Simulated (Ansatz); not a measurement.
Geometry relaxation, with input and output: Al2Cu (part 2 of 2)

Al2Cu (slab, 18 atoms in the cell); DFT r2SCAN, scalar-relativistic, plane waves, PAW, no spin polarisation (Ansatz 0.2.0); cutoff 500 eV, 9×6×1 k-mesh, Gaussian smearing of 0.1 eV. The structure derives from a Materials Project entry. It belongs to a series of runs on one base structure; here: (1 0 0) slab, atoms relaxed.

Geometry of the input (Å; fractional positions):
```
4.0547  0.0000  0.0000
0.0000  5.7340  0.0000
0.0000  0.0000  25.1368
Al 0.0000  0.2500  0.2984
Al 0.0000  0.7500  0.2984
Cu 0.5000  0.0000  0.2984
Al 0.5000  0.7500  0.3790
Al 0.5000  0.2500  0.3790
Cu 0.0000  0.5000  0.3790
Al 0.0000  0.2500  0.4597
Al 0.0000  0.7500  0.4597
Cu 0.5000  0.0000  0.4597
Al 0.5000  0.7500  0.5403
Al 0.5000  0.2500  0.5403
Cu 0.0000  0.5000  0.5403
Al 0.0000  0.2500  0.6210
Al 0.0000  0.7500  0.6210
Cu 0.5000  0.0000  0.6210
Al 0.5000  0.7500  0.7016
Al 0.5000  0.2500  0.7016
Cu 0.0000  0.5000  0.7016
```

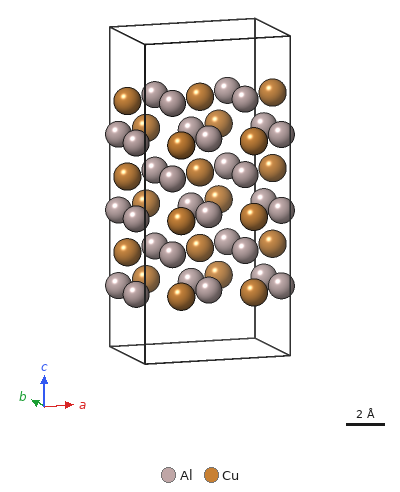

Fig. 1: The geometry at step 2 of the log (spheres-only view of the 2 × 1 repeat of the cell, with the vacuum cut short, seen slightly off an axis).

```
WARN: The output density's exchange-correlation potential varies sharply where the density is thin. Do not read a vacuum level from v_tot or v_xc, or from such a field of the output density. On a cell that repeats whose density bears no net charge and no dipole along the vacuum's axis use v_es (v_loc + v_h of the components); under efield.dipole_correction with no amplitude use v_es + v_field, which holds any external_charges[].barrier, or the levels of the report's work_function block, which leave it out; under a non-zero efield.amplitude the vacuum is tilted and has no level; on a cell that repeats and bears such a dipole with no correction it is tilted too, and efield.dipole_correction with no amplitude gives each side of its ramp a level where efield: is served; in a cell that repeats whose density bears a net charge (total_charge, or a fill off its count) it is curved and has none; of a slab under crystal.periodic whose density bears no net charge use v_es, which has a level on each side, short of where the two are joined; of another it falls or rises all the way out and has none; of a slab beside external_charges read slab_vacuum_level instead, which it has where they leave it neutral. The grid or the basis barely resolves most such structure, and the values can differ between equally converged runs; as a rule a tighter scf.convergence.dr2_threshold does not remove it. Where the density itself ripples (under the LDA too) a higher basis.ecutwfc lessens it. The files hold the spikes' plane waves up to the density's cutoff. Files: v_tot_of_output_density and the like, and their columns of v_z.tsv (output.write_potential); v_xc_of_output_density and the like, and their columns of v_comp_z.tsv (output.write_potential_components). Measured: with its Gaussian average of σ = 0.25 Å subtracted twice, the exchange-correlation potential is over 0.1 eV at 4208 of the grid points where the equally averaged density (valence and model cores) is under 1e-3 e/Å³, and 2.63 eV at the most among them, at an averaged density of 2.5e-8 e/Å³. The input density's (outcome.potential() and, of a run that writes arrays, v_tot and v_xc) is over 0.1 eV, so measured, at 395 points of its own thin density, 0.408 eV at the most. See output.write_potential in the manual, Limitations
SCF converged after 3 iterations
Free energy (F): -46271.939368 eV
Harris-Foulkes:  -46271.939368 eV  (|F-HF|=1.35e-9)
Internal energy: -46271.906547 eV  (E = F + TS)
E sigma→0 (E₀):  -46271.922958 eV
Entropy (-TS):   -0.032821 eV (-1.823 meV/atom)
Fermi energy:    2.162803 eV
Dipole field:    D = 0.000000 V/Å  (p = 0.000001 e·Å, saw-weighted, corrected)
Work function:   Φ+ = 4.6427 eV   Φ− = 4.6427 eV
Levels:          The Fermi level and band energies are counted from a zero that moves with the ramp; work functions are not
--- Per-component energies (eV) ---
  E_band       = -4147.587023
  E_kinetic    = 2068.266895
  E_local      = -135169.573203  (includes V_loc(G=0)·N_el)
  E_nonlocal   = 2440.379186
  E_hartree    = 65241.324992
  E_xc         = -943.396698
  E_vxc        = -1126.763540  (∫ρ·V_xc dr)
  E_paw        = -15706.512406  (= ΣΔE_a)
  E_vpaw       = -2915.058796  (= ΣTr[D̂ρ^β])
  E_aug_tail   = 0.000877  (compensation charges beyond the density's cutoff)
  E_vtau       = 72.517777  (kinetic-family band-sum trace: ∫τ·v_τ [+ j·A + Jᵃ·Aᵃ] dr)
  E_efield     = 0.000000  (sawtooth field / dipole correction)
  E_vefield    = 0.000000  (∫n·V_field dr)
  E_ewald      = 35800.131755
  E_core_change = -2.527944  (= ΣΔE_core)
  E_smearing   = -0.032821  (= −TS)
  E_closure    = -0.000000  (closes the sum)
  Σ components = -46271.939368   (vs F -46271.939368, Δ=0.00e0)
--- Forces (eV/Å), atoms counted from 1 ---
  atom   1  Al     0.00000000    -0.00160147    -0.00440456
  atom   2  Al     0.00000000     0.00160147    -0.00440456
  atom   3  Cu     0.00000000     0.00000000     0.00825716
  atom   4  Al     0.00000000    -0.00133061    -0.00181386
  atom   5  Al     0.00000000     0.00133061    -0.00181386
  atom   6  Cu     0.00000000     0.00000000     0.00132421
  atom   7  Al     0.00000000    -0.00015290     0.00032436
  atom   8  Al     0.00000000     0.00015290     0.00032436
  atom   9  Cu     0.00000000     0.00000000     0.00712868
  atom  10  Al     0.00000000     0.00001215    -0.00038684
  atom  11  Al     0.00000000    -0.00001215    -0.00038684
  atom  12  Cu     0.00000000     0.00000000    -0.00711623
  atom  13  Al     0.00000000    -0.00140809     0.00187342
  atom  14  Al     0.00000000     0.00140809     0.00187342
  atom  15  Cu     0.00000000     0.00000000    -0.00132320
  atom  16  Al     0.00000000    -0.00159826     0.00438886
  atom  17  Al     0.00000000     0.00159826     0.00438886
  atom  18  Cu     0.00000000     0.00000000    -0.00823272
  max |Σ_I F_I| component: 6.61e-7 eV/Å
--- Band table (eV; the first three rows and the last of 20) ---
  k-point 0: bands = ["-115.5851", "-115.5850", "-115.5501", "-115.5501", "-114.9877", "-114.9877", "-71.3795", "-71.3794", "-71.3757", "-71.3756", "-71.3676", "-71.3675", "-71.3461", "-71.3461", "-71.3449", "-71.3449", "-71.3364", "-71.3364", "-70.8538", "-70.8538", "-70.8001", "-70.8001", "-70.7251", "-70.7250", "-8.4189", "-7.7530", "-6.6841", "-5.2964", "-4.1106", "-3.9730", "-3.8447", "-3.6951", "-3.2172", "-3.1440", "-3.0454", "-2.8423", "-2.6172", "-2.5623", "-2.5058", "-2.4915", "-2.3507", "-2.3458", "-2.2971", "-2.1792", "-2.0476", "-2.0265", "-2.0192", "-1.9667", "-1.9646", "-1.9098", "-1.8793", "-1.8351", "-1.7477", "-1.6962", "-1.6958", "-1.6220", "-1.5553", "-1.5393", "-1.4697", "-1.3849", "-1.3693", "-1.2184", "-0.8493", "-0.8282", "-0.8167", "0.1077", "0.1848", "0.2529", "0.3102", "0.7194", "1.0451", "1.8360", "1.9756", "2.1178", "3.3848", "3.4710", "3.7143", "3.9781", "3.9944", "4.7499", "4.7783", "4.8829", "5.2311", "5.4768", "5.5546", "5.8098", "5.9339", "5.9576", "6.1706", "6.4200", "6.7236", "6.9456", "7.1871"]
  k-point 1: bands = ["-115.5851", "-115.5850", "-115.5501", "-115.5501", "-114.9877", "-114.9877", "-71.3795", "-71.3794", "-71.3757", "-71.3756", "-71.3676", "-71.3675", "-71.3461", "-71.3461", "-71.3449", "-71.3449", "-71.3364", "-71.3364", "-70.8538", "-70.8538", "-70.8001", "-70.8001", "-70.7251", "-70.7250", "-8.2875", "-7.6247", "-6.5658", "-5.2834", "-5.1894", "-4.7420", "-3.6693", "-3.6042", "-3.1060", "-3.0033", "-2.8339", "-2.6493", "-2.6036", "-2.5174", "-2.4785", "-2.4614", "-2.3580", "-2.3075", "-2.2870", "-2.2339", "-2.1294", "-1.9836", "-1.9825", "-1.9712", "-1.9472", "-1.9107", "-1.8933", "-1.8645", "-1.7103", "-1.7068", "-1.6947", "-1.6903", "-1.5211", "-1.5089", "-1.3691", "-1.3614", "-1.2827", "-1.2620", "-1.2517", "-0.8115", "-0.3212", "0.1805", "0.3520", "0.4932", "0.7475", "0.8615", "1.1917", "1.5849", "2.2183", "2.7055", "3.1978", "3.4452", "3.4745", "3.9959", "4.0893", "4.1820", "4.2580", "4.5313", "4.8881", "4.9883", "5.9786", "6.1286", "6.1569", "6.2716", "6.4147", "6.7169", "6.8414", "6.8544", "6.8917"]
  k-point 2: bands = ["-115.5851", "-115.5850", "-115.5501", "-115.5501", "-114.9877", "-114.9877", "-71.3795", "-71.3794", "-71.3757", "-71.3756", "-71.3676", "-71.3675", "-71.3461", "-71.3461", "-71.3449", "-71.3449", "-71.3364", "-71.3364", "-70.8538", "-70.8538", "-70.8001", "-70.8001", "-70.7251", "-70.7250", "-7.8952", "-7.2430", "-6.3568", "-6.2274", "-5.7462", "-5.2080", "-4.2063", "-3.5338", "-3.2837", "-2.9721", "-2.7854", "-2.6255", "-2.4375", "-2.4318", "-2.4189", "-2.3769", "-2.3749", "-2.3095", "-2.2564", "-2.2470", "-2.2215", "-2.0424", "-1.9722", "-1.9649", "-1.9637", "-1.9257", "-1.9242", "-1.8806", "-1.7084", "-1.7049", "-1.6986", "-1.5478", "-1.4959", "-1.4839", "-1.4002", "-1.3725", "-1.3481", "-1.3468", "-1.1560", "-0.3048", "-0.2104", "0.8612", "0.9702", "1.0026", "1.2464", "1.6154", "1.7499", "1.8090", "2.4860", "2.7580", "2.9247", "3.0726", "3.2392", "3.3582", "3.7691", "3.8256", "3.8457", "4.3983", "5.1605", "5.2325", "5.2901", "5.6777", "6.0348", "6.0662", "6.3012", "6.6126", "6.6175", "6.6604", "6.6949"]
  k-point 19: bands = ["-115.5851", "-115.5850", "-115.5501", "-115.5501", "-114.9877", "-114.9877", "-71.3795", "-71.3794", "-71.3758", "-71.3757", "-71.3676", "-71.3675", "-71.3461", "-71.3461", "-71.3449", "-71.3449", "-71.3365", "-71.3365", "-70.8539", "-70.8539", "-70.8001", "-70.8001", "-70.7250", "-70.7250", "-5.6359", "-5.6358", "-4.9826", "-4.9825", "-4.3283", "-4.3282", "-4.0272", "-4.0272", "-3.8616", "-3.8616", "-3.3982", "-3.3982", "-2.6681", "-2.6680", "-2.4534", "-2.4534", "-2.3978", "-2.3978", "-2.3179", "-2.3179", "-2.0987", "-2.0987", "-1.9324", "-1.9324", "-1.9140", "-1.9140", "-1.8922", "-1.8922", "-1.8112", "-1.8112", "-1.7920", "-1.7920", "-1.6492", "-1.6492", "-1.5549", "-1.5549", "-1.4818", "-1.4818", "-1.3525", "-1.3525", "-1.2894", "-1.2894", "-0.9955", "-0.9955", "0.1502", "0.1502", "0.3661", "0.3661", "1.3390", "1.3390", "2.2519", "2.2519", "2.8079", "2.8079", "3.6728", "3.6728", "5.0501", "5.0501", "5.4449", "5.4449", "5.7640", "5.7640", "6.1838", "6.1838", "6.3670", "6.3670", "6.4716", "6.4716", "6.8743"]
--- Relaxed structure (3 steps of the walk, 3 accepted, 0 SCFs on fresh bases) ---
  F+E_penalty+E_count = -46271.93936788 eV   max|allowed force component| = 8.242e-3 eV/Å
  atoms:
    - { symbol: Al, position: [-4.123136087203182e-38, 0.2504895430536485, 0.29880803880285955] }
    - { symbol: Al, position: [-4.123136087203182e-38, 0.7495104569463514, 0.29880803880285955] }
    - { symbol: Cu, position: [0.5, 2.100931857794918e-21, 0.29873665925081977] }
    - { symbol: Al, position: [0.5, 0.7505571088751123, 0.3783538897404147] }
    - { symbol: Al, position: [0.5, 0.24944289112488757, 0.3783538897404147] }
    - { symbol: Cu, position: [-4.123136087203182e-38, 0.5, 0.3790637098720877] }
    - { symbol: Al, position: [-4.123136087203182e-38, 0.24985354588690084, 0.4595317892725583] }
    - { symbol: Al, position: [-4.123136087203182e-38, 0.7501464541130992, 0.4595317892725583] }
    - { symbol: Cu, position: [0.5, 2.100931857794918e-21, 0.45970280271856706] }
    - { symbol: Al, position: [0.5, 0.7498506690166705, 0.5404685998201598] }
    - { symbol: Al, position: [0.5, 0.2501493309833295, 0.5404685998201598] }
    - { symbol: Cu, position: [-4.123136087203182e-38, 0.5, 0.5402973189372908] }
    - { symbol: Al, position: [-4.123136087203182e-38, 0.25055830534780155, 0.6216458268956322] }
    - { symbol: Al, position: [-4.123136087203182e-38, 0.7494416946521985, 0.6216458268956322] }
    - { symbol: Cu, position: [0.5, 2.100931857794918e-21, 0.620936270407506] }
    - { symbol: Al, position: [0.5, 0.75048926276047, 0.701191927086958] }
    - { symbol: Al, position: [0.5, 0.24951073723953, 0.701191927086958] }
    - { symbol: Cu, position: [-4.123136087203182e-38, 0.5, 0.701263095576563] }
```

**Trajectory as extended XYZ (Å, eV, eV/Å), 3 frames, from step=1 to step=3**
```
18
Lattice="4.0547 0.0000 0.0000 0.0000 5.7340 0.0000 0.0000 0.0000 25.1368" Properties=species:S:1:pos:R:3:forces:R:3 step=1 energy=-46271.93164
Al    0.0000    1.4335    7.5000    0.0000   0.0367   0.0571
Al    0.0000    4.3005    7.5000    0.0000  -0.0367   0.0571
Cu    2.0274    0.0000    7.5000    0.0000   0.0000   0.1112
Al    2.0274    4.3005    9.5274    0.0000   0.0363  -0.1418
Al    2.0274    1.4335    9.5274    0.0000  -0.0363  -0.1418
Cu    0.0000    2.8670    9.5274    0.0000   0.0000  -0.0191
Al    0.0000    1.4335   11.5547    0.0000  -0.0070  -0.0145
Al    0.0000    4.3005   11.5547    0.0000   0.0070  -0.0145
Cu    2.0274    0.0000   11.5547    0.0000   0.0000   0.0424
Al    2.0274    4.3005   13.5821    0.0000  -0.0069   0.0144
Al    2.0274    1.4335   13.5821    0.0000   0.0069   0.0144
Cu    0.0000    2.8670   13.5821    0.0000   0.0000  -0.0423
Al    0.0000    1.4335   15.6094    0.0000   0.0362   0.1418
Al    0.0000    4.3005   15.6094    0.0000  -0.0362   0.1418
Cu    2.0274    0.0000   15.6094    0.0000   0.0000   0.0191
Al    2.0274    4.3005   17.6368    0.0000   0.0367  -0.0571
Al    2.0274    1.4335   17.6368    0.0000  -0.0367  -0.0571
Cu    0.0000    2.8670   17.6368    0.0000   0.0000  -0.1112
18
Lattice="4.0547 0.0000 0.0000 0.0000 5.7340 0.0000 0.0000 0.0000 25.1368" Properties=species:S:1:pos:R:3:forces:R:3 step=2 energy=-46271.93778
Al    0.0000    1.4352    7.5070    0.0000   0.0138   0.0161
Al    0.0000    4.2988    7.5070    0.0000  -0.0138   0.0161
Cu    2.0274    0.0000    7.5015    0.0000   0.0000   0.0663
Al    2.0274    4.3024    9.5161    0.0000   0.0168  -0.0598
Al    2.0274    1.4316    9.5161    0.0000  -0.0168  -0.0598
Cu    0.0000    2.8670    9.5281    0.0000   0.0000  -0.0063
Al    0.0000    1.4332   11.5535    0.0000  -0.0019  -0.0113
Al    0.0000    4.3008   11.5535    0.0000   0.0019  -0.0113
Cu    2.0274    0.0000   11.5528    0.0000   0.0000   0.0334
Al    2.0274    4.3002   13.5833    0.0000  -0.0020   0.0113
Al    2.0274    1.4338   13.5833    0.0000   0.0020   0.0113
Cu    0.0000    2.8670   13.5840    0.0000   0.0000  -0.0335
Al    0.0000    1.4354   15.6207    0.0000   0.0168   0.0598
Al    0.0000    4.2986   15.6207    0.0000  -0.0168   0.0598
Cu    2.0274    0.0000   15.6087    0.0000   0.0000   0.0063
Al    2.0274    4.3022   17.6298    0.0000   0.0138  -0.0161
Al    2.0274    1.4318   17.6298    0.0000  -0.0138  -0.0161
Cu    0.0000    2.8670   17.6353    0.0000   0.0000  -0.0664
18
Lattice="4.0547 0.0000 0.0000 0.0000 5.7340 0.0000 0.0000 0.0000 25.1368" Properties=species:S:1:pos:R:3:forces:R:3 step=3 energy=-46271.93937
Al    0.0000    1.4363    7.5111    0.0000  -0.0016  -0.0044
Al    0.0000    4.2977    7.5111    0.0000   0.0016  -0.0044
Cu    2.0274    0.0000    7.5093    0.0000   0.0000   0.0082
Al    2.0274    4.3037    9.5106    0.0000  -0.0013  -0.0018
Al    2.0274    1.4303    9.5106    0.0000   0.0013  -0.0018
Cu    0.0000    2.8670    9.5284    0.0000   0.0000   0.0013
Al    0.0000    1.4327   11.5512    0.0000  -0.0002   0.0003
Al    0.0000    4.3013   11.5512    0.0000   0.0002   0.0003
Cu    2.0274    0.0000   11.5555    0.0000   0.0000   0.0071
Al    2.0274    4.2996   13.5856    0.0000   0.0000  -0.0004
Al    2.0274    1.4344   13.5856    0.0000   0.0000  -0.0004
Cu    0.0000    2.8670   13.5813    0.0000   0.0000  -0.0071
Al    0.0000    1.4367   15.6262    0.0000  -0.0014   0.0019
Al    0.0000    4.2973   15.6262    0.0000   0.0014   0.0019
Cu    2.0274    0.0000   15.6083    0.0000   0.0000  -0.0013
Al    2.0274    4.3033   17.6257    0.0000  -0.0016   0.0044
Al    2.0274    1.4307   17.6257    0.0000   0.0016   0.0044
Cu    0.0000    2.8670   17.6275    0.0000   0.0000  -0.0082
```

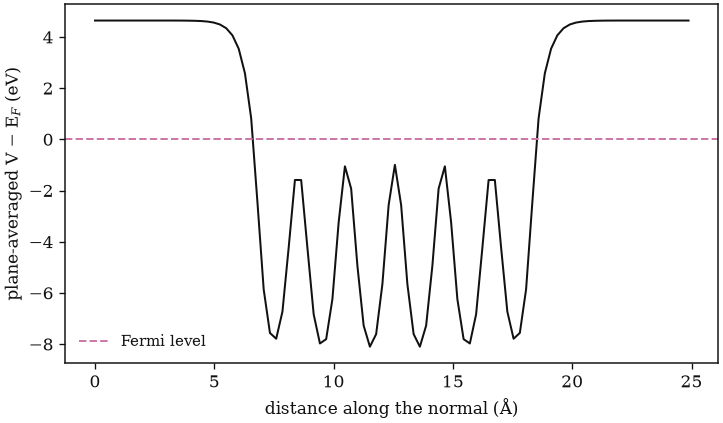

Fig. 2: Plane average of the electrostatic potential energy of an electron across the cell, from the Fermi level. The vacuum level lies 4.64 eV above the Fermi level.

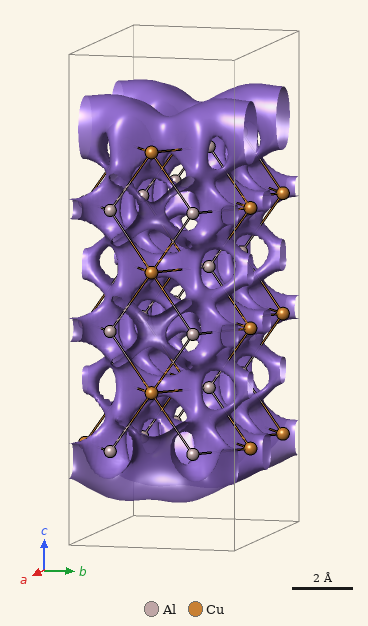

Fig. 3: Isosurface of the electron localisation function at 0.6 (purple), seen slightly off an axis. Only the valence region is drawn (cores and ρ < 0.01 e/Å³ removed). Sticks mark near contacts. Values along the shortest contacts: Al–Cu (2.46 Å): the ELF peaks at about 0.65 between the atoms. The fields are those of the smooth PAW valence density.

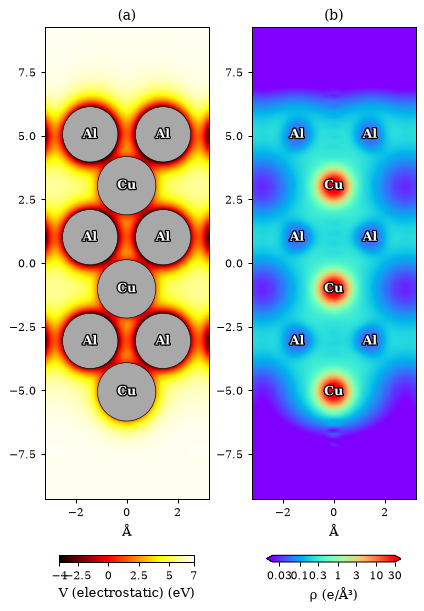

Fig. 4: (a) electrostatic potential energy of an electron; (b) valence charge density (pseudo) on the (100) plane of the calculation cell, a cut from vacuum to vacuum. Grey discs, where drawn, cover atomic cores. Al–Cu (2.46 Å): the density is about 0.33 e/Å³ at the midpoint. The density dies away to nearly zero in the vacuum.

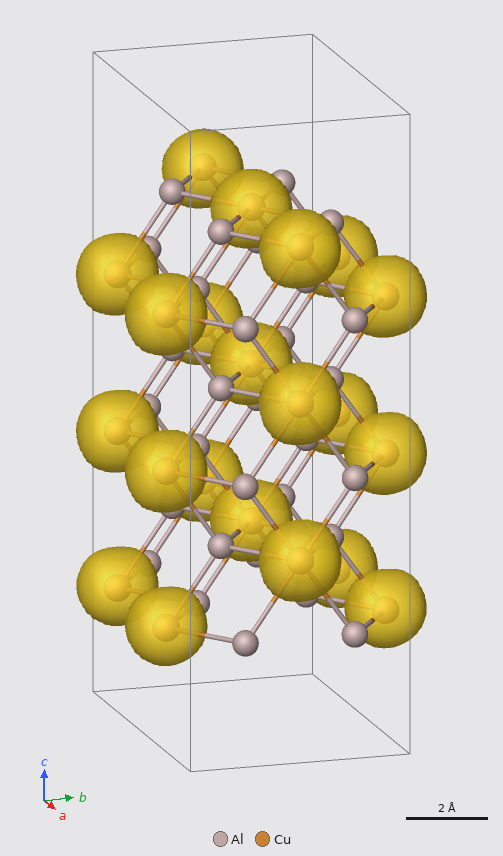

Fig. 5: Isosurface of the valence electron density at 0.4 e/Å³ (yellow), seen slightly off an axis. Sticks mark near contacts. At this value the density breaks into separate islands; it holds about 70 % of the electrons treated as valence (semicore included). It is pinched off along the Al–Cu (2.46 Å) contacts. On the grid the lowest density along these lines, outside the cores, is 0.27 e/Å³ (Al–Cu, 2.46 Å).

**Key numbers**

```tsv
quantity	value
outcome	converged
electrons treated	150
free energy	−46271.9394 eV
work function, top face	4.64 eV
work function, bottom face	4.64 eV
Fermi energy	2.163 eV
gap on the k-point mesh	none (metallic)
final volume	584.42 Å³
work function (upper face)	4.64 eV
largest force (length of the vector) at the end	0.008 eV/Å
hardware	2 threads of Intel Xeon @ 2.90GHz (Ice Lake), 192 GiB of memory available, shared host
wall time	7.1 min (CPU time 14 min)
peak memory	2.9 GiB
```

**Notes**

Warnings of the run: the exchange-correlation potential is rough where the density is thin.
